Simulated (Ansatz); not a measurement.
## Single-point calculation of Rh

Rh (Immm, 1 atom in the cell), computed with DFT r2SCAN, scalar-relativistic, plane waves, PAW, no spin polarisation (Ansatz 0.2.0).

The structure derives from an entry of the Crystallography Open Database. It belongs to a series of runs on one base structure; here: strain +0.0175 x Voigt [0, 0, 0, 1, 0, 0], atoms carried along.

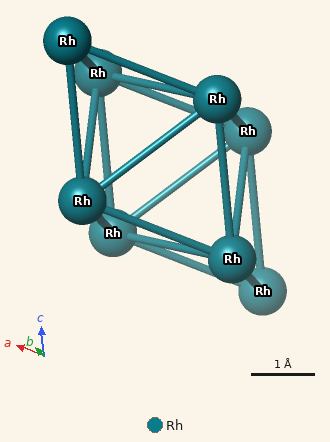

The structure (ball-and-stick view of the reduced cell, seen at an oblique angle). An atom can appear more than once, as a periodic image.

Key numbers

```json
{"quantity": "outcome", "value": "converged"}
{"quantity": "space group (tolerance 0.01 Å)", "value": "Immm (71)"}
{"quantity": "electrons treated", "value": "17"}
{"quantity": "free energy", "value": "−6415.2777 eV"}
{"quantity": "Fermi energy", "value": "22.194 eV"}
{"quantity": "gap on the k-point mesh", "value": "none (metallic)"}
{"quantity": "pressure", "value": "−0.52 GPa"}
{"quantity": "largest force (length of the vector)", "value": "under 0.001 eV/Å"}
{"quantity": "hardware", "value": "1 thread of Arm Neoverse V1, 24 GiB of memory available, shared host"}
{"quantity": "wall time", "value": "52 s"}
{"quantity": "peak memory", "value": "0.59 GiB"}
```

Input file
```yaml
crystal:
  lattice:
    - [0.0, 1.9181885625, 1.9181885625]
    - [1.90155, 0.0166385625, 1.90155]
    - [1.90155, 1.90155, 0.0166385625]
  atoms:
    - { symbol: Rh, position: [0.0, 0.0, 0.0] }
basis:
  ecutwfc: 500
kpoints:
  mp_grid: { grid: [22, 22, 22] }
hamiltonian:
  xc: r2scan
scf:
  occupations: { method: gaussian, width: 0.15 }
output:
  forces: true
  stress: true
  eigenvalues: true
  write_density: true
  write_potential: true
  elf: true
  volumetric_format: npy
```

Command:
```bash
ansatz run input.yaml --threads 1 --pin off --max-ram 2560MiB --backend cpu --events-out ev --progress --plain --runs-dir out
```

The program's output
```
Engine: ansatz 0.2.0, aarch64-unknown-linux-gnu
Pseudopotentials: kind: paw
Pseudopotential: Rh, paw, valence charge 17, recommended cutoff 500 eV (meta_gga), Rh.paw.azcp
Functional definition: r2SCAN
  parameter k0 = 0.174
  parameter k1 = 0.065
  parameter a1 = 4.9479
  exchange = r2scan_x(k0 = k0, k1 = k1, a1 = a1)
  correlation = r2scan_c
Crystal: 1 atoms, lattice volume = 13.751 Å³
Basis set: ecut = 500 eV, 335 PW (Γ), exchange–correlation on 80×80×80 points (64 copies of the dense FFT grid, shifted against one another)
Bands: 13, of which v1, the nominal top of the filled ones, is band 9 counted from 1 (8 counted from 0)
Symmetry: 8 space group operations
Space group: Immm (ITA 71), of the structure as read, at distance tolerance 2.4e-5 Å
k-points: 1530 of 10648
Non-local potential: Rh, projectors of the file, l = 0: 3, l = 1: 2, l = 2: 2, l = 3: 1
PAW form: soft (Blöchl's): semilocal exchange-correlation on the pseudo side does not see the compensation charge
PAW frozen core: Rh, regenerated for the run's functional (the file was generated under x = pbe(κ = 0.804, μ = 0.2195149727645171), c = pbe(β = 0.06672455060314922))
PAW one-centre angular grid: Rh, 590 points (default); XC on 160 Gauss nodes
Initial density: superposition of atomic densities (neutral atoms: chi_scale 0, normalization atom), corrected by the library's trained network
Initial wavefunctions: pseudopotential atomic-orbital guess
Functional: x = r2scan, c = r2scan; τ floored in thin density (d = 2e-4 eV/Å³)
SCF iter   1: F=—  HF=-6415.266356 eV  |F-HF|=—  |Δ(HF+E_count)|=         —  Δρ=1.03e-2  dr2=3.95e-3  dr2_τ=9.77e-3  ethr=1.77e-3  ⟨swp⟩=5.0  Hψ=112005  notcnv=0
preconditioner: auto → none  [metal: Δε(μ)=0.000 eV  Ē_g=14.672 eV  σ=0.150 eV  W_gap=0.00  n_scr=0 (ndim 8)  ℏωp=30.0 eV  f_vac=0.000  D(μ)=1.30/eV (n_scr^D=14)]
SCF iter   2: F=—  HF=-6415.277388 eV  |F-HF|=—  |Δ(HF+E_count)|=   1.10e-2  Δρ=5.53e-3  dr2=1.24e-3  dr2_τ=1.94e-4  ethr=2.32e-5  ⟨swp⟩=2.1  Hψ=40707  notcnv=0
SCF iter   3: F=—  HF=-6415.277727 eV  |F-HF|=—  |Δ(HF+E_count)|=   3.39e-4  Δρ=7.08e-4  dr2=6.00e-5  dr2_τ=9.22e-6  ethr=7.27e-6  ⟨swp⟩=2.6  Hψ=31810  notcnv=0
SCF iter   4: F=—  HF=-6415.277736 eV  |F-HF|=—  |Δ(HF+E_count)|=   8.99e-6  Δρ=2.82e-4  dr2=6.00e-6  dr2_τ=1.94e-6  ethr=3.53e-7  ⟨swp⟩=2.1  Hψ=29361  notcnv=0
SCF iter   5: F=—  HF=-6415.277737 eV  |F-HF|=—  |Δ(HF+E_count)|=   4.21e-7  Δρ=8.49e-5  dr2=4.64e-7  dr2_τ=7.56e-8  ethr=3.53e-8  ⟨swp⟩=2.4  Hψ=30525  notcnv=0
SCF iter   6: F=-6415.277738 eV  HF=-6415.277738 eV  |F-HF|=7.71e-9  |Δ(HF+E_count)|=   9.89e-7  Δρ=1.79e-5  dr2=1.43e-8  dr2_τ=3.63e-9  ethr=5.88e-10  ⟨swp⟩=9.9  Hψ=138369  notcnv=0
SCF 1 converged in 6 iterations: F = -6415.277738 eV  dr2 = 1.43e-8
  greatest PAW one-centre occupation: 1.000 electrons in one spin orbital (limit 2), on the Rh atom at site 0 (counted from 0), in its partial waves of l = 0
SCF converged after 6 iterations
Free energy (F): -6415.277738 eV
Harris-Foulkes:  -6415.277738 eV  (|F-HF|=7.71e-9)
Internal energy: -6415.263097 eV  (E = F + TS)
E sigma→0 (E₀):  -6415.270417 eV
Entropy (-TS):   -0.014641 eV (-14.641 meV/atom)
Fermi energy:    22.194229 eV
--- Per-component energies (eV) ---
  E_band       = -102.519052
  E_kinetic    = 573.158329
  E_local      = -1564.429997  (includes V_loc(G=0)·N_el)
  E_nonlocal   = 355.346728
  E_hartree    = 550.499379
  E_xc         = -216.813361
  E_vxc        = -314.131823  (∫ρ·V_xc dr)
  E_paw        = -3604.204605  (= ΣΔE_a)
  E_vpaw       = -274.712819  (= ΣTr[D̂ρ^β])
  E_aug_tail   = 0.000699  (compensation charges beyond the density's cutoff)
  E_vtau       = 21.250737  (kinetic-family band-sum trace: ∫τ·v_τ [+ j·A + Jᵃ·Aᵃ] dr)
  E_ewald      = -2508.450309
  E_core_change = -0.369959  (= ΣΔE_core)
  E_smearing   = -0.014641  (= −TS)
  E_closure    = 0.000000  (closes the sum)
  Σ components = -6415.277738   (vs F -6415.277738, Δ=0.00e0)
--- Forces (eV/Å), atoms counted from 1 ---
  atom   1  Rh     0.00000000     0.00000000     0.00000000
  max |Σ_I F_I| component: 1.60e-31 eV/Å
--- Stress (GPa, compression-positive) ---
       -0.628712       0.000000      -0.000000
        0.000000      -0.462863      -3.470228
       -0.000000      -3.470228      -0.462863
  P = ⅓ Tr σ = -0.5181 GPa (-5.181 kbar)
--- Band table (eV; the first three rows and the last of 1530) ---
  k-point 0: bands = ["-58.9400", "-25.5815", "-25.5775", "-25.5729", "14.0548", "18.9260", "19.0244", "19.1450", "21.1300", "21.1323", "38.6767", "44.0390", "44.3200"]
  k-point 1: bands = ["-58.9374", "-25.5913", "-25.5837", "-25.5782", "14.1434", "18.9614", "19.0262", "19.1403", "21.1080", "21.1105", "38.8061", "43.9940", "44.1678"]
  k-point 2: bands = ["-58.9299", "-25.6395", "-25.5901", "-25.5854", "14.4014", "18.9456", "19.0589", "19.2172", "21.0532", "21.0561", "39.1680", "42.9098", "44.5460"]
  k-point 1529: bands = ["-58.7769", "-26.1110", "-26.0686", "-25.8598", "17.0456", "18.2530", "18.2919", "20.9303", "23.1729", "32.0088", "32.0243", "34.5440", "35.7899"]
```

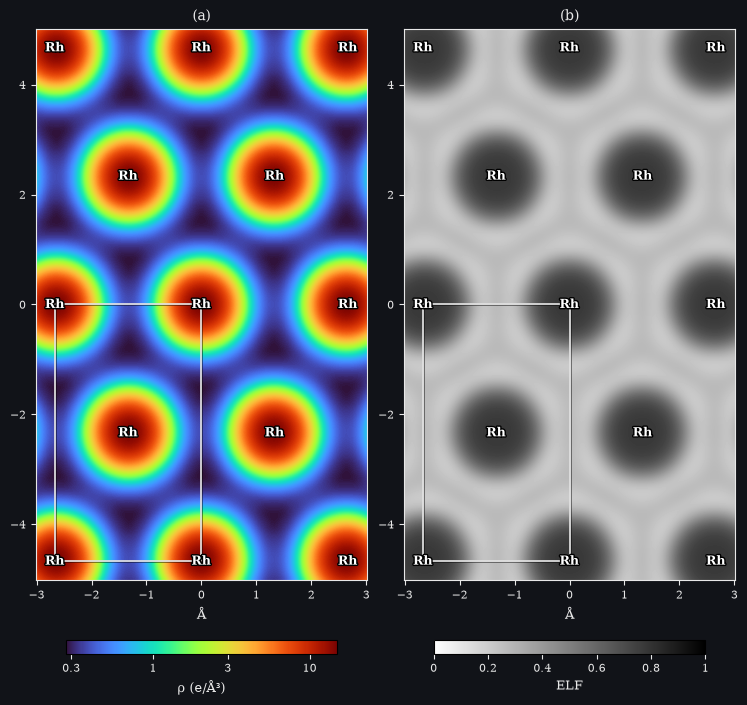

(a) valence charge density (pseudo); (b) ELF on the (011) plane of the conventional cell. Rh–Rh (2.67 Å): the density is about 0.38 e/Å³ at the midpoint; the ELF is about 0.25 at the midpoint (no localised pair between them). Rh–Rh (2.69 Å): ρ at the midpoint is about 0.37 e/Å³; the ELF is about 0.25 at the midpoint (no shared electron pair). Away from the nuclei the density in this plane falls to 0.28 e/Å³ at its lowest. The strong features right at Rh lie inside the PAW spheres (semicore, d or f shells) and say nothing about bonding. In a PAW calculation such maps are meaningful between the atoms, not at the nuclei.

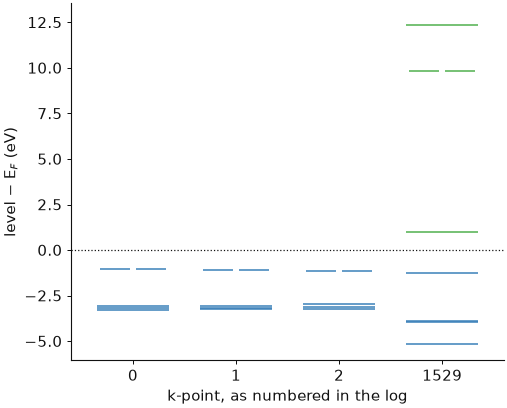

Kohn–Sham levels near the Fermi level (dotted) at the few k-points that the log prints; levels within 0.02 eV of each other stand side by side. The system is metallic on the full mesh.
